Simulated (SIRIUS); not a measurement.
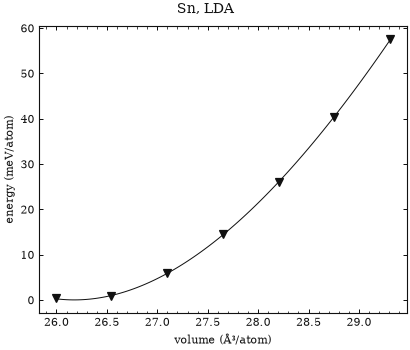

The figure shows the energy against volume for Sn, space group I4_1/amd (No. 141).

Structure:
```
Sn
1.0
    -2.94014    2.94014    1.59930
     2.94014   -2.94014    1.59930
     2.94014    2.94014   -1.59930
Sn
2
Direct
  0.00000 0.00000 0.00000
  0.75000 0.25000 0.50000
```

How it was computed, with SIRIUS 7.12.0: all-electron LAPW DFT, no spin polarisation; energies at scaled volumes of the given cell, shape and fractions fixed, counted from the fit's minimum, third-order Birch-Murnaghan fit. Level: LDA.

- k mesh: 9×9×9
- occupations: Fermi–Dirac
- smearing width: 0.05 eV
- potentials: all electron FP LAPW
- program settings: basis apw+lo standard, gk cutoff 3.31 1/bohr, pw cutoff 20 1/bohr

**How stiff is the solid, and where is its volume at rest?**

A third-order Birch–Murnaghan fit gives V0 = 26.18 Å³/atom, B0 = 62.2 GPa and B′ = 5.3.

Note: shape and atomic fractions are frozen while scaling, which makes layered, chain and framework solids too stiff.
